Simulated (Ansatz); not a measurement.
Rb: several calculations on one system

Part 1: Relaxation

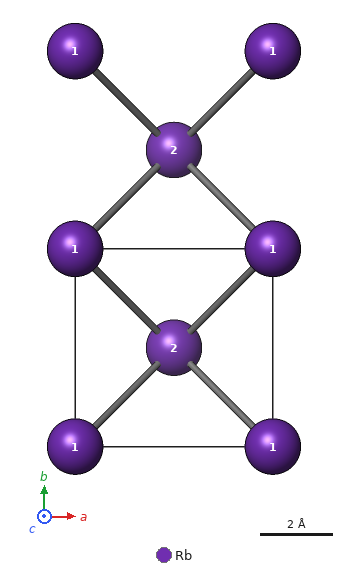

Solid Rb (set up in I4/mmm), before the relaxation. The picture is a ball-and-stick view of the cell of the calculation, repeated 1 × 2 × 1 with one cell outlined, seen along the c axis.

Case: uniaxial strain along c of +2.0 %; a, b and atoms relaxed.

The calculation used Ansatz, DFT PBEsol, scalar-relativistic, plane waves, PAW.

Input
```yaml
crystal:
  lattice:
    - [5.5439888826, 0.0, 0.0]
    - [0.0, 5.5439888826, 0.0]
    - [0.0, 0.0, 5.6832850857]
  atoms:
    - { symbol: Rb, position: [0.0, 0.0, 0.0] }
    - { symbol: Rb, position: [0.5, 0.5, 0.5] }
basis:
  ecutwfc: 420
kpoints:
  mp_grid: { grid: [10, 10, 10] }
hamiltonian:
  xc: pbesol
scf:
  occupations: { method: gaussian, width: 0.1 }
output:
  forces: true
  stress: true
  eigenvalues: true
relax:
  adjacent_minimum: "off"
  f_tol: 0.008
  max_steps: 40
  cell: { stress_tol: 0.015, fix: [c, angles] }
```

Launched with:
```bash
ansatz run input.yaml --threads 1 --pin off --max-ram 2560MiB --backend cpu --events-out ev --progress --plain --runs-dir out
```

Question: Where does the relaxation end?

Answer: Over 2 accepted moves (3 points after the start) the energy falls by 0.1 meV per atom. All forces vanish by symmetry, so only the cell relaxes. The pressure goes from −0.03 to 0.00 GPa. At 1 point the geometry stayed and the basis and grid were re-selected for the new cell (energy shift of less than 0.05 meV per atom at most each time). No atom moves by more than 0.005 Å relative to the cell. Cell: a = b 5.544 → 5.508 Å (−0.7 %), c unchanged at 5.683 Å. Volume −1.3 %. Some distances before and after: Rb1–Rb2 4.842 → 4.821 Å. The space group stays I4/mmm (No. 139). Cost: 51 s on 1 thread of Arm Neoverse V2, with other jobs on the host, peak memory 0.55 GiB.

Part 2: Relaxation

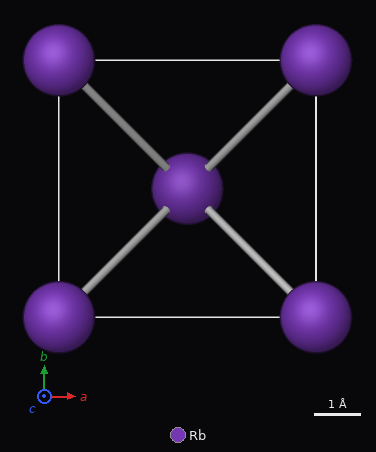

This is the input geometry for a relaxation of a crystal of Rb (set up in I4/mmm). A ball-and-stick model of the cell of the calculation, seen along the c axis.

Case: uniaxial strain along c of -2.0 %; a, b and atoms relaxed.

These are results of Ansatz 0.2.0, DFT PBEsol, scalar-relativistic, plane waves, PAW, not measurements.

The input:
```yaml
crystal:
  lattice:
    - [5.5997073638, 0.0, 0.0]
    - [0.0, 5.5997073638, 0.0]
    - [0.0, 0.0, 5.4604111607]
  atoms:
    - { symbol: Rb, position: [0.0, 0.0, 0.0] }
    - { symbol: Rb, position: [0.5, 0.5, 0.5] }
basis:
  ecutwfc: 420
kpoints:
  mp_grid: { grid: [10, 10, 10] }
hamiltonian:
  xc: pbesol
scf:
  occupations: { method: gaussian, width: 0.1 }
output:
  forces: true
  stress: true
  eigenvalues: true
  write_density: true
  write_potential: true
  elf: true
  volumetric_format: npy
relax:
  adjacent_minimum: "off"
  f_tol: 0.008
  max_steps: 40
  cell: { stress_tol: 0.015, fix: [c, angles] }
```

Run as
```bash
ansatz run input.yaml --threads 1 --pin off --max-ram 2560MiB --backend cpu --events-out ev --progress --plain --runs-dir out
```

Predict the outcome.

No atom moves by more than 0.005 Å relative to the cell. The volume changes by +0.9 %, with a = b 5.600 → 5.624 Å (+0.4 %), c unchanged at 5.460 Å. Among the contacts that change: Rb1–Rb2 4.810 → 4.824 Å. The space group stays I4/mmm (No. 139). The energy falls by 0.1 meV per atom in 2 accepted moves (3 points after the start). All forces vanish by symmetry, so only the cell relaxes. The pressure goes from 0.02 to 0.00 GPa. At 1 point the geometry stayed and the basis and grid were re-selected for the new cell (energy shift of less than 0.05 meV per atom at most each time).

Part 3: Series

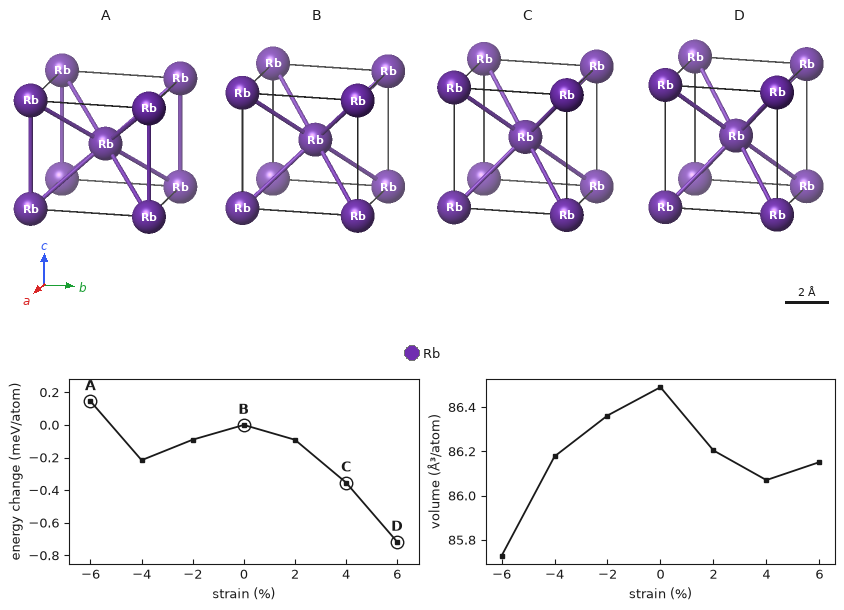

Members of a series of calculations on crystalline Rb (set up in Im-3m), marked on the first curve. A ball-and-stick model of the cell of the calculation, seen slightly off an axis.

These are results of Ansatz, DFT PBEsol, scalar-relativistic, plane waves, PAW, not measurements. Settings: plane-wave cutoff 420 eV; k-point mesh 10 × 10 × 10; occupations gaussian; smearing width 0.1 eV; no spin polarisation.

Question: Which kind of strain is it, and how does the structure respond?

Answer: Uniaxial strain along c; a, b and atoms relaxed. A (strain −6.0 %): energy change 0.1 meV/atom, volume 85.73 Å³ per atom. B (strain 0.0 %): energy change 0.0 meV/atom, volume 86.49 Å³ per atom. C (strain 4.0 %): energy change −0.4 meV/atom, volume 86.07 Å³ per atom. D (strain 6.0 %): energy change −0.7 meV/atom, volume 86.15 Å³ per atom. The rest compares A with D. Cell: a = b 5.722 → 5.401 Å (−5.6 %), c 5.238 → 5.906 Å (+12.8 %). Volume +0.5 %. Some distances before and after: Rb–Rb 5.238 → 5.906 Å, Rb–Rb 4.819 → 4.828 Å.
